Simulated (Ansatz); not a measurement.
Al$_{5}$P$_{4}$ (slab)

```xyz
9
Lattice="3.8681 0.0000 0.0000 0.0000 3.8681 0.0000 0.0000 0.0000 25.9407" Properties=species:S:1:pos:R:3 pbc="T T T"
Al    1.9341    1.9341    7.5000
P     1.9341    0.0000    8.8676
Al    0.0000    0.0000   10.2352
P     0.0000    1.9341   11.6028
Al    1.9341    1.9341   12.9703
P     1.9341    0.0000   14.3379
Al    0.0000    0.0000   15.7055
P     0.0000    1.9341   17.0731
Al    1.9341    1.9341   18.4407
```

Computed without spin polarisation.

These are results of DFT PBEsol, scalar-relativistic, plane waves, PAW (Ansatz), not measurements.

> What will maps of the valence pseudo-density and electron localisation function show?

Al–P (2.37 Å): ρ is about 0.5 e/Å³ halfway; the ELF peaks at about 0.95 between the atoms.

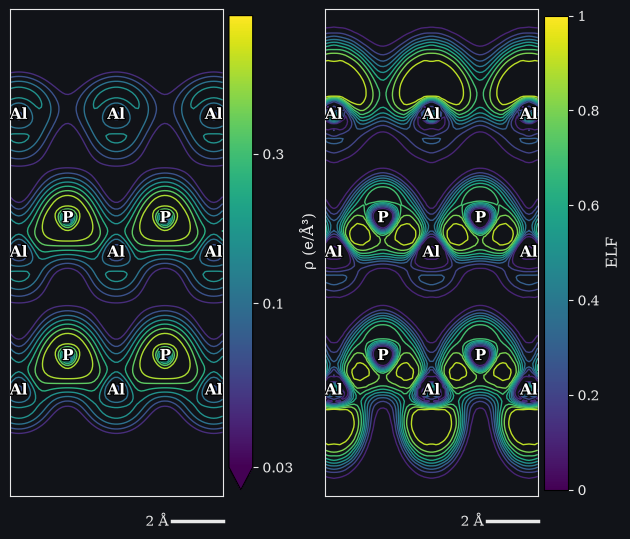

Computed valence pseudo-density and electron localisation function on the (100) plane of the calculation cell, a cut from vacuum to vacuum, in this order. 
